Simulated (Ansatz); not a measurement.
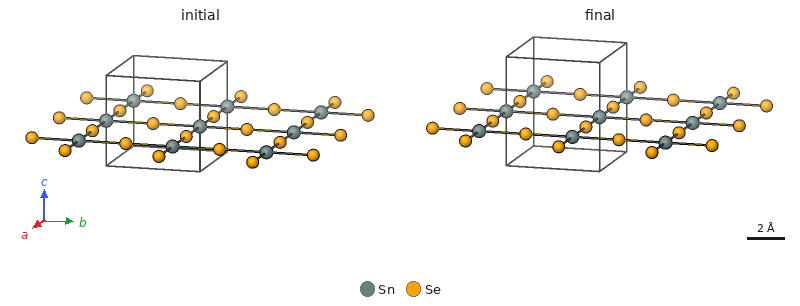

The structure of a crystal of SnSe2 (a generated structure, set up in P4/mmm) before (left) and after (right) a relaxation, at one scale.

Style: ball-and-stick. Shown: the cell of the calculation, repeated 2 × 2 × 1 with one cell outlined, slightly off an axis.

Computed with Ansatz 0.2.0, DFT PBE, scalar-relativistic, plane waves, PAW. Set-up: plane-wave cutoff 420 eV; k-point mesh 10 × 10 × 10; occupations gaussian; smearing width 0.1 eV; no spin polarisation; cell and atoms relaxed; force threshold 0.01 eV/Å; at most 80 steps.

Q: What changed between the two?

A: After 8 accepted moves (10 points after the start) the energy has fallen by 7.9 meV per atom. All forces vanish by symmetry, so only the cell relaxes. Pressure: −0.41 GPa at the start and 0.01 GPa at the end. The SCF was repeated twice at an unchanged geometry on a basis and grid sized afresh for the cell, which shifted the energy by 0.9 meV per atom at most. No atom moves by more than 0.005 Å relative to the cell. The volume changes by +18.9 %, with a = b 5.303 → 5.267 Å (−0.7 %), c 5.019 → 6.048 Å (+20.5 %). Among the contacts that change: Se–Sn 2.651 → 2.634 Å. The space group stays P4/mmm (No. 123). Cost: 5.8 min on 1 thread of Arm Neoverse V2, with other jobs on the host, peak memory 0.71 GiB.

Limits of the set-up: layers or molecules are held without a dispersion correction, so their spacing is unreliable.
